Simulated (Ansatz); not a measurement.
## C: geometry relaxation

System: C (slab, 6 atoms in the cell).
Method: DFT PBE+D3(BJ), scalar-relativistic, plane waves, PAW, no spin polarisation (Ansatz 0.2.0).

The structure derives from an entry of the Crystallography Open Database. The input holds or restrains some coordinates. It belongs to a series of runs on one base structure; here: clean slab, lower half held.

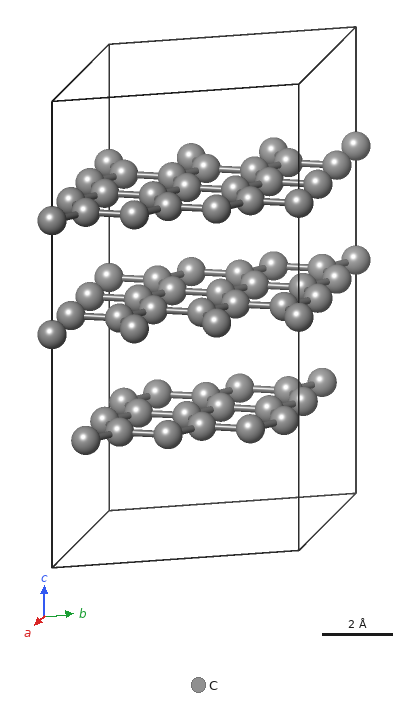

*The structure as given in the input (ball-and-stick view of the 3 × 3 repeat of the cell, with the vacuum cut short, seen slightly off an axis).*

## The input
```yaml
crystal:
  lattice:
    - [2.4650495083, 0.0, 0.0]
    - [-1.2325247541, 2.1347954958, 0.0]
    - [0.0, 0.0, 23.6987123425]
  atoms:
    - { symbol: C, position: [0.6666666667, 0.3333333333, 0.3586692761] }
    - { symbol: C, position: [0.3333333333, 0.6666666667, 0.3587372125] }
    - { symbol: C, position: [0.3333333333, 0.6666666667, 0.4999660318] }
    - { symbol: C, position: [0.0, 0.0, 0.5000339682] }
    - { symbol: C, position: [0.0, 0.0, 0.6412627875] }
    - { symbol: C, position: [0.6666666667, 0.3333333333, 0.6413307239] }
basis:
  ecutwfc: 420
kpoints:
  mp_grid: { grid: [12, 12, 1] }
hamiltonian:
  xc: pbe
  dispersion: d3bj
scf:
  occupations: { method: gaussian, width: 0.05 }
output:
  forces: true
  eigenvalues: true
  write_density: true
  write_potential: true
  elf: true
  volumetric_format: npy
relax:
  adjacent_minimum: "off"
  f_tol: 0.03
  max_steps: 70
  constraints: [{ sites: [0, 1] }]
efield:
  axis: 3
  dipole_correction: true
  ramp_width: 0.04
```

Launched with:
```bash
ansatz run input.yaml --threads 1 --pin off --max-ram 2560MiB --backend cpu --events-out ev --progress --plain --runs-dir out
```

## The program's output
```
Engine: ansatz 0.2.0, x86_64-unknown-linux-gnu
Pseudopotentials: kind: paw
Pseudopotential: C, paw, valence charge 4, recommended cutoff 420 eV (normal), C.paw.azcp
Functional definition: PBE
  parameter kappa = 0.804
  parameter beta = 0.06672455060314922
  exchange = pbe_x(kappa = kappa, mu = beta*pi^2/3)
  correlation = pbe_c(beta = beta)
Crystal: 6 atoms, lattice volume = 124.712 Å³
Basis set: ecut = 420 eV, 2353 PW (Γ), exchange–correlation on 36×36×320 points (8 copies of the dense FFT grid, shifted against one another)
Bands: 18, of which v1, the nominal top of the filled ones, is band 12 counted from 1 (11 counted from 0)
Symmetry: 6 space group operations
k-points: 19 of 144 (time reversal used)
Non-local potential: C, projectors of the file, l = 0: 2, l = 1: 2, l = 2: 1
PAW form: soft (Blöchl's): semilocal exchange-correlation on the pseudo side does not see the compensation charge
PAW one-centre angular grid: C, 110 points (default); XC on 64 Gauss nodes
Initial density: superposition of atomic densities (neutral atoms: chi_scale 0, normalization atom), corrected by the library's trained network
Initial wavefunctions: pseudopotential atomic-orbital guess
Functional: x = pbe(κ = 0.804, μ = 0.2195149727645171), c = pbe(β = 0.06672455060314922)
SCF iter   1: F=—  HF=-1506.381236 eV  |F-HF|=—  |Δ(HF+E_count)|=         —  Δρ=2.04e-3  dr2=5.85e-3  ethr=1.77e-3  p=0.000 e·Å  D=5.65e-14 V/Å  ΔV_dip=-0.00 eV  dr2_dipole=2.71e-8  V_vac-E_F(+/−)=4.54/4.54 eV  ⟨swp⟩=7.8  Hψ=2149  notcnv=0
efield: sawtooth ramp at fractional position 0.9800 (placed from the atoms, in the widest stretch of the axis that holds none; the zero of the levels goes with the place), width 0.0400; the density the first Hamiltonian is built on has a dipole p = 0.000 e·Å; the dipole correction subtracts the counter field D = 5.65e-14 V/Å, which shifts the + side's vacuum level by -0.00 eV against the − side's; the planar-averaged density in the ramp window peaks in size at 1.6e-5 e/Å³
preconditioner: auto → LDOS  [metal: Δε(μ)=0.017 eV  Ē_g=15.107 eV  σ=0.050 eV  W_gap=0.19  n_scr=14 (ndim 8)  ℏωp=16.3 eV  f_vac=0.566  D(μ)=0.61/eV (n_scr^D=6)  β→1.0]
SCF iter   2: F=—  HF=-1506.382722 eV  |F-HF|=—  |Δ(HF+E_count)|=   1.49e-3  Δρ=6.53e-4  dr2=1.89e-3  ethr=2.44e-5  p=0.000 e·Å  D=1.44e-5 V/Å  ΔV_dip=-0.00 eV  dr2_dipole=8.85e-8  V_vac-E_F(+/−)=4.24/4.24 eV  ⟨swp⟩=3.1  Hψ=857  notcnv=0  defer=19
SCF iter   3: F=—  HF=-1506.382624 eV  |F-HF|=—  |Δ(HF+E_count)|=   9.79e-5  Δρ=3.69e-4  dr2=8.27e-4  ethr=7.88e-6  p=-0.000 e·Å  D=-4.19e-6 V/Å  ΔV_dip=0.00 eV  dr2_dipole=2.15e-9  V_vac-E_F(+/−)=4.30/4.30 eV  ⟨swp⟩=2.8  Hψ=655  notcnv=0  defer=19
SCF iter   4: F=—  HF=-1506.382478 eV  |F-HF|=—  |Δ(HF+E_count)|=   1.47e-4  Δρ=1.22e-4  dr2=6.20e-5  ethr=3.45e-6  p=-0.000 e·Å  D=-4.18e-6 V/Å  ΔV_dip=0.00 eV  dr2_dipole=3.23e-9  V_vac-E_F(+/−)=4.29/4.29 eV  ⟨swp⟩=1.9  Hψ=444  notcnv=0  defer=17
iter 5 did not close the SCF: its close was put off for the readings that it lacked (scf_convergence_deferred on its scf_iter line)
SCF iter   5: F=-1506.382472 eV  HF=-1506.382473 eV  |F-HF|=9.12e-7  |Δ(HF+E_count)|=   4.99e-6  Δρ=4.67e-5  dr2=3.56e-6  ethr=2.58e-7  p=-0.000 e·Å  D=-1.15e-6 V/Å  ΔV_dip=0.00 eV  dr2_dipole=2.34e-10  V_vac-E_F(+/−)=4.28/4.28 eV  ⟨swp⟩=2.3  Hψ=531  notcnv=0  defer=17
SCF iter   6: F=-1506.382474 eV  HF=-1506.382473 eV  |F-HF|=3.68e-7  |Δ(HF+E_count)|=   9.44e-7  Δρ=8.62e-6  dr2=6.81e-8  ethr=1.48e-8  p=-0.000 e·Å  D=-2.24e-7 V/Å  ΔV_dip=0.00 eV  dr2_dipole=4.77e-11  V_vac-E_F(+/−)=4.28/4.28 eV  ⟨swp⟩=16.2  Hψ=3138  notcnv=0
SCF 1 converged in 6 iterations: F = -1506.382474 eV  dr2 = 6.81e-8
  greatest PAW one-centre occupation: 0.673 electrons in one spin orbital (limit 2), on the C atom at site 4 (counted from 0), in its partial waves of l = 0
relax step   1: F+E_penalty+E_count = -1506.38247385 eV  Δ(F+E_penalty+E_count) = +0.000e0 eV  max|allowed force component| = 1.721e-2 eV/Å  Δτ_max = 0.0000 Å  (6 SCF iters, dr2 threshold 2.25e-5 eV, accepted)
Initial density: handed on by an earlier stage of this run
Initial wavefunctions: those handed on with the density
iter 1 solved again at ethr=2.94e-10 eV; its pass at ethr=3.10e-3 eV (dr2=7.05e-8 eV) is discarded
SCF iter   1: F=—  HF=-1506.382483 eV  |F-HF|=—  |Δ(HF+E_count)|=         —  Δρ=8.72e-6  dr2=7.03e-8  ethr=2.94e-10  p=-0.000 e·Å  D=-2.24e-7 V/Å  ΔV_dip=0.00 eV  dr2_dipole=4.82e-11  V_vac-E_F(+/−)=4.28/4.28 eV  ⟨swp⟩=1.0  Hψ=1140  notcnv=0
efield: sawtooth ramp at fractional position 0.9800 (handed on by an earlier solve), width 0.0400; the density the first Hamiltonian is built on has a dipole p = -0.000 e·Å; the dipole correction subtracts the counter field D = -2.24e-7 V/Å, which shifts the + side's vacuum level by +0.00 eV against the − side's; the planar-averaged density in the ramp window peaks in size at 2.2e-7 e/Å³
preconditioner: auto → LDOS  [metal: Δε(μ)=0.017 eV  Ē_g=15.072 eV  σ=0.050 eV  W_gap=0.19  n_scr=14 (ndim 8)  ℏωp=16.3 eV  f_vac=0.565  D(μ)=0.61/eV (n_scr^D=6)  β→1.0]
iter 2 did not close the SCF: its close was put off until two iterations running show no level that it waits for move by more than its bar (scf_convergence_deferred on its scf_iter line)
SCF iter   2: F=-1506.382474 eV  HF=-1506.382474 eV  |F-HF|=5.66e-8  |Δ(HF+E_count)|=   9.22e-6  Δρ=4.06e-6  dr2=8.27e-8  ethr=2.93e-10  p=-0.000 e·Å  D=-4.96e-8 V/Å  ΔV_dip=0.00 eV  dr2_dipole=1.53e-13  V_vac-E_F(+/−)=4.28/4.28 eV  ⟨swp⟩=13.4  Hψ=2667  notcnv=0
iter 3 did not close the SCF: its close was put off until two iterations running show no level that it waits for move by more than its bar (scf_convergence_deferred on its scf_iter line)
SCF iter   3: F=-1506.382474 eV  HF=-1506.382474 eV  |F-HF|=1.01e-8  |Δ(HF+E_count)|=   1.18e-8  Δρ=2.90e-6  dr2=2.86e-8  ethr=2.93e-10  p=-0.000 e·Å  D=-1.80e-8 V/Å  ΔV_dip=0.00 eV  dr2_dipole=1.74e-13  V_vac-E_F(+/−)=4.28/4.28 eV  ⟨swp⟩=7.9  Hψ=2398  notcnv=0
SCF iter   4: F=-1506.382474 eV  HF=-1506.382474 eV  |F-HF|=1.56e-9  |Δ(HF+E_count)|=   5.71e-9  Δρ=8.53e-7  dr2=3.23e-9  ethr=1.19e-10  p=0.000 e·Å  D=1.37e-9 V/Å  ΔV_dip=-0.00 eV  dr2_dipole=1.61e-13  V_vac-E_F(+/−)=4.28/4.28 eV  ⟨swp⟩=7.6  Hψ=2243  notcnv=0
SCF 2 converged in 4 iterations: F = -1506.382474 eV  dr2 = 3.23e-9
  greatest PAW one-centre occupation: 0.673 electrons in one spin orbital (limit 2), on the C atom at site 1 (counted from 0), in its partial waves of l = 0
relax step   2: F+E_penalty+E_count = -1506.38247388 eV  Δ(F+E_penalty+E_count) = -2.420e-8 eV  max|allowed force component| = 1.716e-2 eV/Å  Δτ_max = 0.0000 Å  (4 SCF iters, accepted)
```

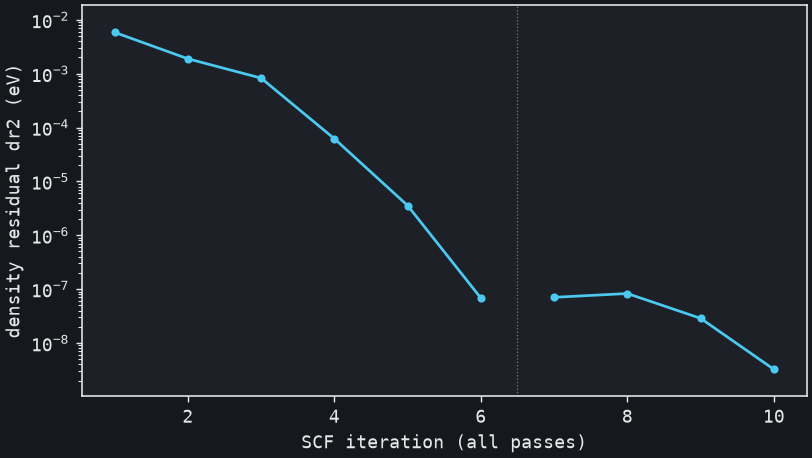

*Convergence of the self-consistent field: density residual dr2 against the SCF iteration. The dotted lines part the SCF passes of the relaxation: geometry steps, rejected trials and re-solves on a re-selected basis.*

The passes take 6 and 4 iterations.

```
WARN: The output density's exchange-correlation potential varies sharply where the density is thin. Do not read a vacuum level from v_tot or v_xc, or from such a field of the output density. On a cell that repeats whose density bears no net charge and no dipole along the vacuum's axis use v_es (v_loc + v_h of the components); under efield.dipole_correction with no amplitude use v_es + v_field, which holds any external_charges[].barrier, or the levels of the report's work_function block, which leave it out; under a non-zero efield.amplitude the vacuum is tilted and has no level; on a cell that repeats and bears such a dipole with no correction it is tilted too, and efield.dipole_correction with no amplitude gives each side of its ramp a level where efield: is served; in a cell that repeats whose density bears a net charge (total_charge, or a fill off its count) it is curved and has none; of a slab under crystal.periodic whose density bears no net charge use v_es, which has a level on each side, short of where the two are joined; of another it falls or rises all the way out and has none; of a slab beside external_charges read slab_vacuum_level instead, which it has where they leave it neutral. The grid or the basis barely resolves most such structure, and the values can differ between equally converged runs; as a rule a tighter scf.convergence.dr2_threshold does not remove it. Where the density itself ripples (under the LDA too) a higher basis.ecutwfc lessens it. The files hold the spikes' plane waves up to the density's cutoff. Files: v_tot_of_output_density and the like, and their columns of v_z.tsv (output.write_potential); v_xc_of_output_density and the like, and their columns of v_comp_z.tsv (output.write_potential_components). Measured: with its Gaussian average of σ = 0.25 Å subtracted twice, the exchange-correlation potential is over 0.1 eV at 10 of the grid points where the equally averaged density (valence and model cores) is under 1e-3 e/Å³, and 0.154 eV at the most among them, at an averaged density of 2.5e-7 e/Å³. The input density's (outcome.potential() and, of a run that writes arrays, v_tot and v_xc) is over 0.1 eV, so measured, at 6 points of its own thin density, 0.168 eV at the most. See output.write_potential in the manual, Limitations
SCF converged after 4 iterations
Free energy (F): -1506.382474 eV
Harris-Foulkes:  -1506.382474 eV  (|F-HF|=1.56e-9)
Internal energy: -1506.381713 eV  (E = F + TS)
E sigma→0 (E₀):  -1506.382093 eV
Entropy (-TS):   -0.000761 eV (-0.127 meV/atom)
Fermi energy:    0.510277 eV
Dipole field:    D = 0.000001 V/Å  (p = 0.000000 e·Å, saw-weighted, corrected)
Work function:   Φ+ = 4.2780 eV   Φ− = 4.2779 eV
Levels:          The Fermi level and band energies are counted from a zero that moves with the ramp; work functions are not
--- Per-component energies (eV) ---
  E_band       = -207.070196
  E_kinetic    = 545.489732
  E_local      = -14801.007688  (includes V_loc(G=0)·N_el)
  E_nonlocal   = 163.819319
  E_hartree    = 7141.031738
  E_xc         = -288.021730
  E_vxc        = -356.606032  (∫ρ·V_xc dr)
  E_paw        = -596.068002  (= ΣΔE_a)
  E_vpaw       = -40.825902  (= ΣTr[D̂ρ^β])
  E_aug_tail   = 0.000045  (compensation charges beyond the density's cutoff)
  E_efield     = 0.000000  (sawtooth field / dipole correction)
  E_vefield    = 0.000000  (∫n·V_field dr)
  E_ewald      = 6329.165892
  E_disp       = -0.791020  (pairwise vdW)
  E_smearing   = -0.000761  (= −TS)
  E_closure    = 0.000000  (closes the sum)
  Σ components = -1506.382474   (vs F -1506.382474, Δ=0.00e0)
--- Forces (eV/Å), atoms counted from 1 ---
  atom   1  C     -0.00000000     0.00000000     0.00973509
  atom   2  C      0.00000000    -0.00000000    -0.01715552
  atom   3  C      0.00000000     0.00000000    -0.00027130
  atom   4  C      0.00000000    -0.00000000     0.00027064
  atom   5  C      0.00000000     0.00000000     0.01715588
  atom   6  C      0.00000000    -0.00000000    -0.00973469
  max |Σ_I F_I| component: 8.95e-8 eV/Å
--- Band table (eV; the first three rows and the last of 19) ---
  k-point 0: bands = ["-19.1147", "-19.0075", "-18.8989", "-7.7740", "-7.1164", "-6.3811", "-2.5227", "-2.5227", "-2.5176", "-2.5176", "-2.5096", "-2.5096", "4.0099", "4.1976", "5.0347", "6.0243", "6.0930", "7.7315"]
  k-point 1: bands = ["-18.9496", "-18.8434", "-18.7360", "-7.5740", "-6.9203", "-6.1902", "-3.1806", "-3.1698", "-3.1565", "-2.8656", "-2.8570", "-2.8454", "4.2307", "4.4201", "5.2596", "6.2478", "6.2988", "7.9453"]
  k-point 2: bands = ["-18.4561", "-18.3531", "-18.2489", "-6.9786", "-6.3371", "-5.6235", "-4.8322", "-4.8100", "-4.7857", "-3.6646", "-3.6516", "-3.6359", "4.8926", "5.0867", "5.9341", "6.9135", "6.9172", "8.5612"]
  k-point 18: bands = ["-12.1309", "-12.1309", "-12.0810", "-12.0798", "-12.0343", "-12.0343", "-10.0486", "-10.0486", "-10.0478", "0.1691", "0.1691", "0.5017", "0.5189", "0.8509", "0.8509", "11.0513", "11.0973", "11.0973"]
--- Relaxed structure (2 steps of the walk, 2 accepted, 0 SCFs on fresh bases) ---
  F+E_penalty+E_count = -1506.38247388 eV   max|allowed force component| = 1.716e-2 eV/Å
  atoms:
    - { symbol: C, position: [0.6666666666666667, 0.3333333333333333, 0.35866927610000005] }
    - { symbol: C, position: [0.3333333333333333, 0.6666666666666666, 0.35873721250000007] }
    - { symbol: C, position: [0.3333333333333333, 0.6666666666666666, 0.49996603180000004] }
    - { symbol: C, position: [0.0, 0.0, 0.5000339682000001] }
    - { symbol: C, position: [0.0, 0.0, 0.6412627875000001] }
    - { symbol: C, position: [0.6666666666666667, 0.3333333333333333, 0.6413307239000001] }
```

## Trajectory as extended XYZ (Å, eV, eV/Å), 2 frames, from step=1 to step=2
```
6
Lattice="2.4650 0.0000 0.0000 -1.2325 2.1348 0.0000 0.0000 0.0000 23.6987" Properties=species:S:1:pos:R:3:forces:R:3 step=1 energy=-1506.38247
C     1.2325    0.7116    8.5000    0.0000   0.0000   0.0097
C     0.0000    1.4232    8.5016    0.0000   0.0000  -0.0172
C     0.0000    1.4232   11.8486    0.0000   0.0000  -0.0003
C     0.0000    0.0000   11.8502    0.0000   0.0000   0.0003
C     0.0000    0.0000   15.1971    0.0000   0.0000   0.0172
C     1.2325    0.7116   15.1987    0.0000   0.0000  -0.0097
6
Lattice="2.4650 0.0000 0.0000 -1.2325 2.1348 0.0000 0.0000 0.0000 23.6987" Properties=species:S:1:pos:R:3:forces:R:3 step=2 energy=-1506.38247
C     1.2325    0.7116    8.5000    0.0000   0.0000   0.0097
C     0.0000    1.4232    8.5016    0.0000   0.0000  -0.0172
C     0.0000    1.4232   11.8486    0.0000   0.0000  -0.0003
C     0.0000    0.0000   11.8502    0.0000   0.0000   0.0003
C     0.0000    0.0000   15.1971    0.0000   0.0000   0.0172
C     1.2325    0.7116   15.1987    0.0000   0.0000  -0.0097
```

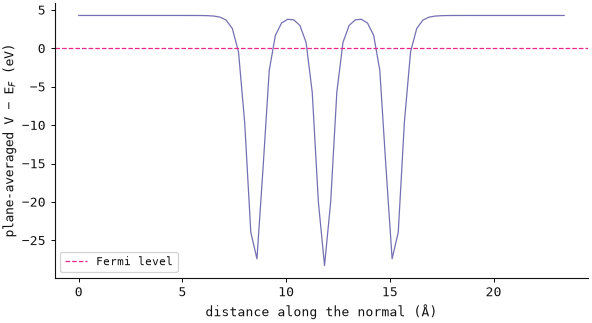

*Plane average of the electrostatic potential energy of an electron across the cell, from the Fermi level.*

The vacuum level lies 4.28 eV above the Fermi level.

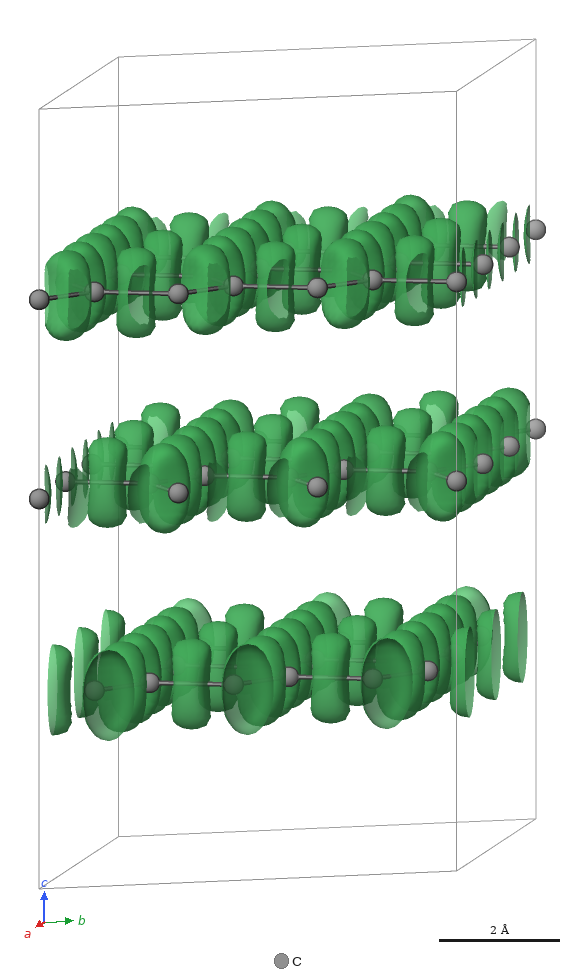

*Isosurface of the ELF at 0.75 (green), seen slightly off an axis. Core shells and regions of very low density are left out. Sticks mark near contacts.*

The ELF exceeds this value in nine regions between bonded C–C atoms (shared pairs), counted in one cell of 6 atoms. Counts are for one cell; the picture repeats the cell along the surface. Profiles from the grid: C–C (1.42 Å): the ELF peaks at about 0.95 between the atoms, which marks a shared electron pair. Core electrons are frozen (PAW), so the fields are smoothed inside the atomic spheres.

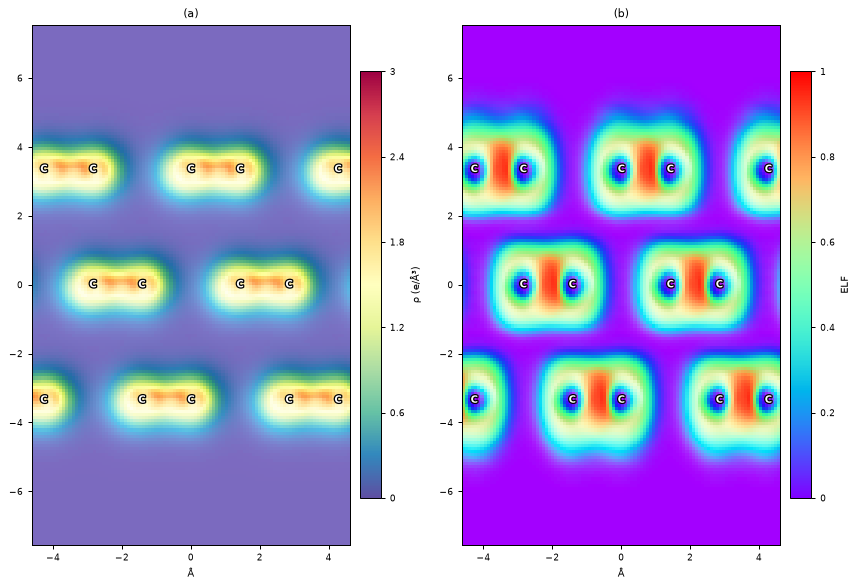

*(a) valence electron density; (b) electron localisation function on the (110) plane of the calculation cell, a cut from vacuum to vacuum.*

The density dies away to nearly zero in the vacuum.

## Summary

- outcome: converged under the restraints of the input
- electrons treated: 24
- free energy: −1506.3825 eV
- work function, top face: 4.28 eV
- work function, bottom face: 4.28 eV
- Fermi energy: 0.510 eV
- gap on the k-point mesh: 0.02 eV
- final volume: 124.71 Å³
- work function (upper face): 4.28 eV
- largest force (length of the vector) at the end, held atoms and coordinates included: 0.017 eV/Å
- hardware: 1 thread of Intel Xeon (Sapphire Rapids), 32 GiB of memory available, shared host
- wall time: 7.2 s
- peak memory: 0.38 GiB

## Notes

The program warns: the exchange-correlation potential is rough where the density is thin.
